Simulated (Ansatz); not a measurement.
TiO2

The calculation's input:

```
crystal:
  lattice:
    - [1.474097, -4.79653, 0.0]
    - [1.474097, 4.79653, 0.0]
    - [0.0, 0.0, 10.235223]
  atoms:
    - { symbol: Ti, position: [0.866913, 0.133087, 0.583142] }
    - { symbol: Ti, position: [0.133087, 0.866913, 0.416858] }
    - { symbol: Ti, position: [0.866913, 0.133087, 0.916858] }
    - { symbol: Ti, position: [0.133087, 0.866913, 0.083142] }
    - { symbol: O, position: [0.5, 0.5, 0.5] }
    - { symbol: O, position: [0.5, 0.5, 0.0] }
    - { symbol: O, position: [0.934235, 0.065765, 0.75] }
    - { symbol: O, position: [0.065765, 0.934235, 0.25] }
    - { symbol: O, position: [0.7544, 0.2456, 0.102866] }
    - { symbol: O, position: [0.2456, 0.7544, 0.897134] }
    - { symbol: O, position: [0.2456, 0.7544, 0.602866] }
    - { symbol: O, position: [0.7544, 0.2456, 0.397134] }
hamiltonian:
  xc: pbe
  pseudopotentials: { kind: paw }
kpoints:
  mp_grid: { grid: [9, 9, 3] }
scf:
  occupations: { method: fermi_dirac, width: 0.05 }
output:
  forces: true
  stress: true
  eigenvalues: true
  write_density: true
  write_potential: true
  elf: true
  volumetric_format: npy
```

Command:

```sh
ansatz run input.yaml --threads 4 --pin off --max-ram 11264MiB --backend cpu --events-out ev --progress --plain --runs-dir out
```

Below, planes, directions and counts refer to the conventional cell (a = 2.95 Å, b = 9.59 Å, c = 10.24 Å, α = 90.00°, β = 90.00°, γ = 90.00°).

Space group Cmcm; a structure from a database of computed crystals, not necessarily the ambient phase.

Level of theory: Ansatz, Kohn-Sham DFT of a periodic cell, PBE, Ansatz PAW.

### What will maps of the valence pseudo-density and electron localisation function show?

Ti–O (1.83 Å): the density is about 1 e/Å³ at the midpoint; the ELF peaks at about 0.80 in the valence shell of O, 0.5 Å from its nucleus, and is about 0.25 at the midpoint; no localised pair shows between them.

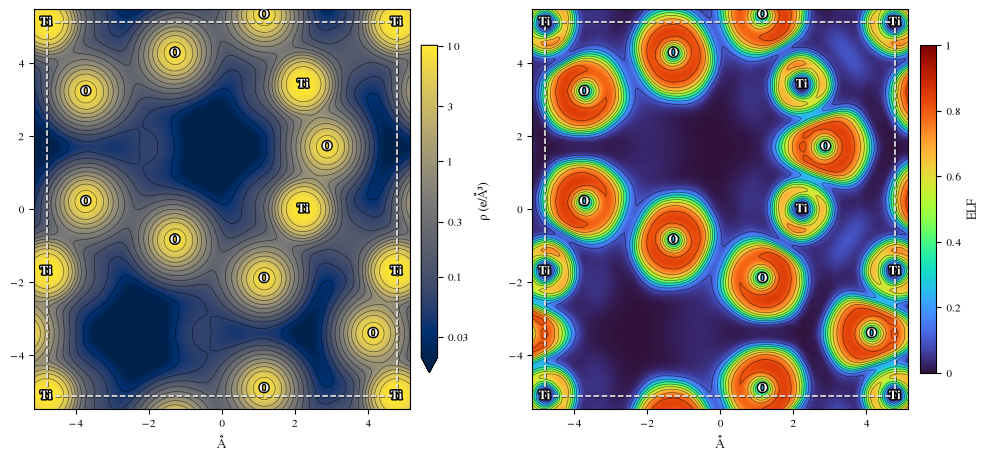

Computed valence pseudo-density and electron localisation function on the (100) plane of the conventional cell, in this order. 

In a PAW calculation such maps are meaningful between the atoms, not at the nuclei.
